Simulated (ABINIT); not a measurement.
# Single-point calculation, with input and output: PtSe2

PtSe2 (P-1, 3 atoms in the cell), computed with Kohn-Sham DFT of a periodic cell, PBE, JTH PAW PBE v2.0, no spin polarisation (ABINIT 10.8.3).

The structure derives from an entry of the Crystallography Open Database. The geometry was changed: shear strain of 1 %.

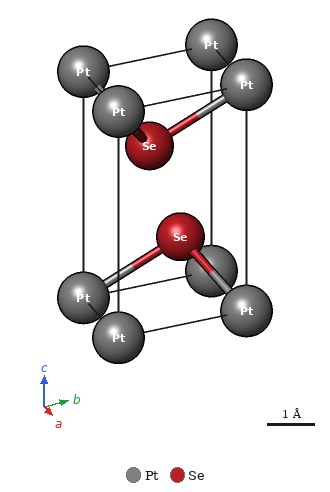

Figure 1. The input geometry (ball-and-stick view of the cell of the calculation, seen slightly off an axis). An atom can appear more than once, as a periodic image.

### Input file
```
# Pseudopotentials
pp_dirpath "./"
pseudos "Pt.GGA_PBE-JTH.xml, Se.GGA_PBE-JTH.xml"

# Structure
acell 3*1.0 Angstrom
rprim
     3.7240000000     0.0186200000     0.0000000000
    -1.8458746070     3.2157686037     0.0000000000
     0.0000000000     0.0000000000     5.0620000000
ntypat 2
znucl 78 34
natom 3
typat 1 2 2
xcart
     0.0000000000     0.0000000000     0.0000000000
     3.5288275699     2.0490984471     7.1743452321
     0.0203150506     4.0630101945     2.3914484107
chkprim 0
chksymtnons 0
tolsym 1.0e-6

# Plane-wave basis
ecut 16.0
pawecutdg 32.0
pawxcdev 0

# k points
kptopt 1
ngkpt 8 8 5
nshiftk 1
shiftk 0.0 0.0 0.0

# Exchange and correlation
ixc 11

# Bands and occupations
nband 15
occopt 3
tsmear 0.00183747

# SCF cycle
nstep 100
tolvrs 1.0e-9

# Output
iomode 3
prtwf 0
prteig 0
prtebands 0
enunit 2
prtden 1
prtvha 1
prtvclmb 1
prtpot 1
```

Machine: 1 thread of Arm Neoverse V1, 24 GiB of memory available, shared host.

Command:
```bash
abinit run.abi > log 2>&1
```

### Log
```
.Version 10.8.3 of ABINIT
 Symmetries : space group P-1 (#  2); Bravais aP (primitive triclinic)
================================================================================
 Values of the parameters that define the memory need of the present run
     intxc =       0    ionmov =       0      iscf =      17    lmnmax =      18
     lnmax =       6     mgfft =      36  mpssoang =       3    mqgrid =    3001
     natom =       3  nloc_mem =       2    nspden =       1   nspinor =       1
    nsppol =       1      nsym =       2    n1xccc =       1    ntypat =       2
    occopt =       3   xclevel =       2
       mpw =        1268          nfft =       26244          nkpt =         162
 PAW method is used; the additional fine FFT grid is defined by:
   mgfftf=        50    nfftf =     64800
================================================================================
================================================================================

--------------------------------------------------------------------------------
------------- Echo of variables that govern the present computation ------------
--------------------------------------------------------------------------------
 -outvars: echo values of preprocessed input variables --------
            acell      1.8897261259E+00  1.8897261259E+00  1.8897261259E+00 Bohr
              amu      1.95080000E+02  7.89600000E+01
          chkprim           0
      chksymtnons           0
             ecut      1.60000000E+01 Hartree
           enunit           2
                       outvar_i_n : Printing only first  50 k-points.
              ixc          11
                       outvar_i_n : Printing only first  50 k-points.
         kptrlatt        8    0    0      0    8    0      0    0    5
          kptrlen      4.78289682E+01
            natom           3
            nband          15
            ngfft          27      27      36
          ngfftdg          36      36      50
             nkpt         162
            nstep         100
             nsym           2
           ntypat           2
                       prtocc : prtvol=0, do not print more k-points.
           occopt           3
        pawecutdg      3.20000000E+01 Hartree
         pawxcdev           0
        prtebands           0
           prteig           0
           prtpot           1
         prtvclmb           1
           prtvha           1
            prtwf           0
            rprim      3.7240000000E+00  1.8620000000E-02  0.0000000000E+00
                      -1.8458746070E+00  3.2157686037E+00  0.0000000000E+00
                       0.0000000000E+00  0.0000000000E+00  5.0620000000E+00
          spgroup           2
           tolsym      1.00000000E-06
           tolvrs      1.00000000E-09
           tsmear      1.83747000E-03 Hartree
            typat      1  2  2
           useylm           1
                       outvars : Printing only first  50 k-points.
           xangst      0.0000000000E+00  0.0000000000E+00  0.0000000000E+00
                       1.8673751306E+00  1.0843362015E+00  3.7964999991E+00
                       1.0750262439E-02  2.1500524022E+00  1.2655000009E+00
            xcart      0.0000000000E+00  0.0000000000E+00  0.0000000000E+00
                       3.5288275711E+00  2.0490984492E+00  7.1743452354E+00
                       2.0315051791E-02  4.0630101966E+00  2.3914484140E+00
             xred      0.0000000000E+00  0.0000000000E+00  0.0000000000E+00
                       6.6666666658E-01  3.3333333341E-01  7.4999999983E-01
                       3.3333333342E-01  6.6666666659E-01  2.5000000017E-01
            znucl       78.00000   34.00000

================================================================================

 chkinp: Checking input parameters for consistency.

================================================================================
== DATASET  1 ==================================================================

--- !DatasetInfo
iteration_state: {dtset: 1, }
dimensions: {natom: 3, nkpt: 162, mband: 15, nsppol: 1, nspinor: 1, nspden: 1, mpw: 1268, }
cutoff_energies: {ecut:  16.0, pawecutdg:  32.0, }
electrons: {nelect:   2.20000000E+01, charge:   0.00000000E+00, occopt:   3.00000000E+00, tsmear:   1.83747000E-03, }
meta: {optdriver: 0, ionmov: 0, optcell: 0, iscf: 17, paral_kgb: 0, }
...

 Exchange-correlation functional for the present dataset will be:
  GGA: Perdew-Burke-Ernzerhof functional - ixc=11
  J.P.Perdew, K.Burke, M.Ernzerhof, PRL 77, 3865 (1996)

 Real(R)+Recip(G) space primitive vectors, cartesian coordinates (Bohr,Bohr^-1):
 R(1)=  7.0373401  0.0351867  0.0000000  G(1)=  0.1416925  0.0813325  0.0000000
 R(2)= -3.4881975  6.0769219  0.0000000  G(2)= -0.0008204  0.1640861  0.0000000
 R(3)=  0.0000000  0.0000000  9.5657936  G(3)=  0.0000000  0.0000000  0.1045392
 Unit cell volume ucvol=  4.1025876E+02 bohr^3
 Angles (23,13,12)=  9.00000000E+01  9.00000000E+01  1.19569661E+02 degrees

 Coarse grid specifications (used for wave-functions):

 getcut: wavevector=  0.0000  0.0000  0.0000  ngfft=  27  27  36
         ecut(hartree)=     16.000   => boxcut(ratio)=   2.05301

 Fine grid specifications (used for densities):

 getcut: wavevector=  0.0000  0.0000  0.0000  ngfft=  36  36  50
         ecut(hartree)=     32.000   => boxcut(ratio)=   2.00895

--- Pseudopotential description ------------------------------------------------
- pspini: atom type   1  psp file is ./Pt.GGA_PBE-JTH.xml
 Pseudopotential format is: paw10
 basis_size (lnmax)=  6 (lmn_size= 18), orbitals=   0   0   1   1   2   2
 Spheres core radius: rc_sph= 2.51621648
 Shapefunction is SIN type: shapef(r)=[sin(pi*r/rshp)/(pi*r/rshp)]**2
 Radius for shape functions =  2.25451594
 Compensation charge density is not taken into account in XC energy/potential

- pspini: atom type   2  psp file is ./Se.GGA_PBE-JTH.xml
 Pseudopotential format is: paw10
 basis_size (lnmax)=  4 (lmn_size=  8), orbitals=   0   0   1   1
 Spheres core radius: rc_sph= 2.21132333
 Shapefunction is BESSEL type: shapef(r,l)=aa(1,l)*jl(q(1,l)*r)+aa(2,l)*jl(q(2,l)*r)
 Radius for shape functions =  2.00656599
 Compensation charge density is not taken into account in XC energy/potential

   2.07420303E+03                                ecore*ucvol(ha*bohr**3)
--------------------------------------------------------------------------------

================================================================================

--- !BeginCycle
iteration_state: {dtset: 1, }
solver: {iscf: 17, nstep: 100, nline: 4, wfoptalg: 10, }
tolerances: {tolvrs: 1.00E-09, }
...

     iter   Etot(hartree)      deltaE(h)  residm     nres2
 ETOT  1  -46.148810031193    -4.615E+01 5.948E-02 1.038E+01
 ETOT  2  -46.316360921190    -1.676E-01 1.125E-02 1.251E+01
 ETOT  3  -46.200913784938     1.154E-01 5.353E-03 8.297E-01
 ETOT  4  -46.216009201944    -1.510E-02 2.677E-03 1.925E-01
 ETOT  5  -46.216396489644    -3.873E-04 2.945E-03 3.413E-02
 ETOT  6  -46.216418785340    -2.230E-05 3.934E-04 1.296E-02
 ETOT  7  -46.216341156429     7.763E-05 3.819E-04 4.225E-03
 ETOT  8  -46.216357619526    -1.646E-05 1.434E-04 7.296E-04
 ETOT  9  -46.216356934490     6.850E-07 1.104E-04 3.562E-04
 ETOT 10  -46.216355500083     1.434E-06 4.439E-05 6.657E-05
 ETOT 11  -46.216355780141    -2.801E-07 3.415E-05 1.585E-05
 ETOT 12  -46.216355756447     2.369E-08 1.321E-05 5.521E-06
 ETOT 13  -46.216355734744     2.170E-08 1.030E-05 7.607E-07
 ETOT 14  -46.216355741662    -6.918E-09 3.925E-06 9.009E-08
 ETOT 15  -46.216355742248    -5.857E-10 3.076E-06 8.143E-08
 ETOT 16  -46.216355742051     1.973E-10 1.169E-06 3.025E-08
 ETOT 17  -46.216355742021     2.987E-11 9.775E-07 1.993E-08
 ETOT 18  -46.216355741937     8.418E-11 3.498E-07 9.014E-10

 At SCF step   18       nres2   =  9.01E-10 < tolvrs=  1.00E-09 =>converged.

 Cartesian components of stress tensor (hartree/bohr^3)
  sigma(1 1)= -2.92986897E-04  sigma(3 2)=  2.71209898E-07
  sigma(2 2)= -2.92562913E-04  sigma(3 1)= -1.91225244E-05
  sigma(3 3)= -2.20519188E-04  sigma(2 1)=  2.66243079E-05

--- !ResultsGS
iteration_state: {dtset: 1, }
comment   : Summary of ground state results
lattice_vectors:
- [  7.0373401,   0.0351867,   0.0000000, ]
- [ -3.4881975,   6.0769219,   0.0000000, ]
- [  0.0000000,   0.0000000,   9.5657936, ]
lattice_lengths: [   7.03743,    7.00689,    9.56579, ]
lattice_angles: [ 90.000,  90.000, 119.570, ] # degrees, (23, 13, 12)
lattice_volume:   4.1025876E+02
convergence: {deltae:  8.418E-11, res2:  9.014E-10, residm:  3.498E-07, diffor: null, }
etotal    :  -4.62163557E+01
entropy   :   0.00000000E+00
fermie    :   1.41412844E-01
cartesian_stress_tensor: # hartree/bohr^3
- [ -2.92986897E-04,   2.66243079E-05,  -1.91225244E-05, ]
- [  2.66243079E-05,  -2.92562913E-04,   2.71209898E-07, ]
- [ -1.91225244E-05,   2.71209898E-07,  -2.20519188E-04, ]
pressure_GPa:   7.9051E+00
xred      :
- [  0.0000E+00,   0.0000E+00,   0.0000E+00, Pt]
- [  6.6667E-01,   3.3333E-01,   7.5000E-01, Se]
- [  3.3333E-01,   6.6667E-01,   2.5000E-01, Se]
cartesian_forces: # hartree/bohr
- [ -0.00000000E+00,  -0.00000000E+00,  -0.00000000E+00, ]
- [ -1.21464122E-03,   2.60034919E-05,  -1.34931241E-02, ]
- [  1.21464122E-03,  -2.60034919E-05,   1.34931241E-02, ]
force_length_stats: {min:   0.00000000E+00, max:   1.35477093E-02, mean:   9.03180622E-03, }
...

 Integrated electronic density in atomic spheres:
 ------------------------------------------------
 Atom  Sphere_radius  Integrated_density
    1        2.51622          8.73202061
    2        2.21132          3.91287044
    3        2.21132          3.91287044

================================================================================

 ----iterations are completed or convergence reached----

 Mean square residual over all n,k,spin=   60.708E-11; max=  34.976E-08
 reduced coordinates (array xred) for    3 atoms
       0.000000000000      0.000000000000      0.000000000000
       0.666666666585      0.333333333406      0.749999999829
       0.333333333415      0.666666666594      0.250000000171
 rms dE/dt=  6.1014E-02; max dE/dt=  1.2907E-01; dE/dt below (all hartree)
    1       0.000000000000      0.000000000000      0.000000000000
    2       0.008546928388     -0.004394929626      0.129072441116
    3      -0.008546928388      0.004394929626     -0.129072441116

 cartesian coordinates (angstrom) at end:
    1      0.00000000000000     0.00000000000000     0.00000000000000
    2      1.86737513056094     1.08433620146454     3.79649999913411
    3      0.01075026243906     2.15005240223546     1.26550000086589

 cartesian forces (hartree/bohr) at end:
    1     -0.00000000000000    -0.00000000000000    -0.00000000000000
    2     -0.00121464122134     0.00002600349195    -0.01349312413035
    3      0.00121464122134    -0.00002600349195     0.01349312413035
 frms,max,avg= 6.3864514E-03 1.3493124E-02   0.000E+00  0.000E+00  0.000E+00 h/b

 cartesian forces (eV/Angstrom) at end:
    1     -0.00000000000000    -0.00000000000000    -0.00000000000000
    2     -0.06245936288588     0.00133715331839    -0.69384433996791
    3      0.06245936288588    -0.00133715331839     0.69384433996791
 frms,max,avg= 3.2840454E-01 6.9384434E-01   0.000E+00  0.000E+00  0.000E+00 e/A
 length scales=  1.889726125908  1.889726125908  1.889726125908 bohr
              =  1.000000000000  1.000000000000  1.000000000000 angstroms
 Fermi (or HOMO) energy (hartree) =   0.14141   Average Vxc (hartree)=  -0.39090
 Eigenvalues (hartree) for nkpt= 162  k points:
 kpt#   1, nband= 15, wtk=  0.00313, kpt=  0.0000  0.0000  0.0000 (reduced coord)
  -0.43810   -0.33451   -0.12505   -0.09921   -0.09882   -0.00925   -0.00797    0.04459
   0.09995    0.10171    0.15518    0.19217    0.19338    0.27317    0.29437
      occupation numbers for kpt#   1
   2.00000    2.00000    2.00000    2.00000    2.00000    2.00000    2.00000    2.00000
   2.00000    2.00000    0.00111    0.00000    0.00000    0.00000    0.00000
 prteigrs : prtvol=0 or 1, do not print more k-points.

 Fermi (or HOMO) energy (eV) =   3.84804   Average Vxc (eV)= -10.63689
 Eigenvalues (   eV  ) for nkpt= 162  k points:
 kpt#   1, nband= 15, wtk=  0.00313, kpt=  0.0000  0.0000  0.0000 (reduced coord)
 -11.92138   -9.10257   -3.40273   -2.69956   -2.68913   -0.25158   -0.21682    1.21334
   2.71979    2.76766    4.22269    5.22934    5.26217    7.43322    8.01010
 prteigrs : prtvol=0 or 1, do not print more k-points.

--- !EnergyTerms
iteration_state     : {dtset: 1, }
comment             : Components of total free energy in Hartree
kinetic             :  1.47814703674982E+01
hartree             :  8.14911403420456E+00
xc                  : -1.55712642390979E+01
Ewald energy        : -4.30911356488168E+01
psp_core            :  5.05584094613182E+00
local_psp           : -2.50542247253913E+01
PAW spherical_terms :  9.51408784919670E+00
internal            : -4.62161114162748E+01
'-kT*entropy'       : -2.07211679714369E-04
total_energy        : -4.62163186279545E+01
total_energy_eV     : -1.25761009705260E+03
...

--- !EnergyTermsDC
iteration_state     : {dtset: 1, }
comment             : '"Double-counting" decomposition of free energy'
band_energy         : -1.76174677744002E+00
Ewald energy        : -4.30911356488168E+01
psp_core            :  5.05584094613182E+00
xc_dc               : -1.31318535645962E+01
PAW spherical_terms :  6.71274651446435E+00
internal            : -4.62161485302568E+01
'-kT*entropy'       : -2.07211679714369E-04
total_energy_dc     : -4.62163557419365E+01
total_energy_dc_eV  : -1.25761110697550E+03
...

--- !EnergyTermsWithPAWCore
iteration_state     : {dtset: 1, }
comment             : 'Components of total free energy, including PAW core contributions'
Total energy        : -2.32739613826260E+04
Total energy DC     : -2.32739614197400E+04
Total energy (eV)   : -6.33316752656683E+05
Total energy DC (eV): -6.33316753666606E+05
...

 Cartesian components of stress tensor (hartree/bohr^3)
  sigma(1 1)= -2.92986897E-04  sigma(3 2)=  2.71209898E-07
  sigma(2 2)= -2.92562913E-04  sigma(3 1)= -1.91225244E-05
  sigma(3 3)= -2.20519188E-04  sigma(2 1)=  2.66243079E-05

-Cartesian components of stress tensor (GPa)         [Pressure=  7.9051E+00 GPa]
- sigma(1 1)= -8.61997211E+00  sigma(3 2)=  7.97927068E-03
- sigma(2 2)= -8.60749806E+00  sigma(3 1)= -5.62604091E-01
- sigma(3 3)= -6.48789849E+00  sigma(2 1)=  7.83314182E-01

== END DATASET(S) ==============================================================
================================================================================

 -outvars: echo values of variables after computation  --------
            acell      1.8897261259E+00  1.8897261259E+00  1.8897261259E+00 Bohr
           etotal     -4.6216355742E+01
            fcart     -0.0000000000E+00 -0.0000000000E+00 -0.0000000000E+00
                      -1.2146412213E-03  2.6003491946E-05 -1.3493124130E-02
                       1.2146412213E-03 -2.6003491946E-05  1.3493124130E-02
            rprim      3.7240000000E+00  1.8620000000E-02  0.0000000000E+00
                      -1.8458746070E+00  3.2157686037E+00  0.0000000000E+00
                       0.0000000000E+00  0.0000000000E+00  5.0620000000E+00
           strten     -2.9298689694E-04 -2.9256291260E-04 -2.2051918762E-04
                       2.7120989776E-07 -1.9122524375E-05  2.6624307900E-05
           xangst      0.0000000000E+00  0.0000000000E+00  0.0000000000E+00
                       1.8673751306E+00  1.0843362015E+00  3.7964999991E+00
                       1.0750262439E-02  2.1500524022E+00  1.2655000009E+00
             xred      0.0000000000E+00  0.0000000000E+00  0.0000000000E+00
                       6.6666666658E-01  3.3333333341E-01  7.4999999983E-01
                       3.3333333342E-01  6.6666666659E-01  2.5000000017E-01
 Calculation completed.
```

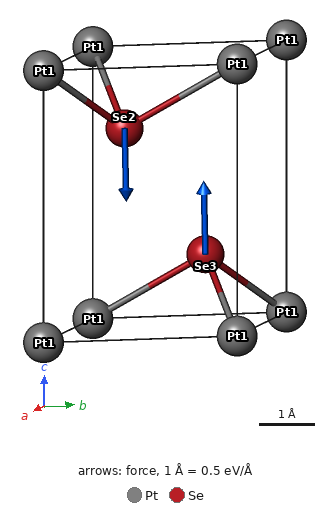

Figure 2. Forces on the atoms as blue arrows (ball-and-stick view of the cell of the calculation, seen slightly off an axis; atoms are numbered from 1 in the order of the input). The largest act on Se2, Se3 (0.70 eV/Å). The geometry is not a stationary point of this energy.

### Summary

| quantity | value |
| --- | --- |
| outcome | converged |
| space group (tolerance 0.01 Å) | P-1 (2) |
| electrons treated | 22 |
| free energy | −1257.6111 eV |
| Fermi energy | 3.848 eV |
| gap on the k-point mesh | none (metallic) |
| pressure | 7.91 GPa |
| largest force (length of the vector) | 0.697 eV/Å |
| wall time | 2.4 min |
| peak memory | 0.21 GiB |

### Remarks

Spin–orbit coupling is left out, which matters for Pt. The cell is under a pressure of 7.9 GPa at this level, so it is not at its equilibrium volume.
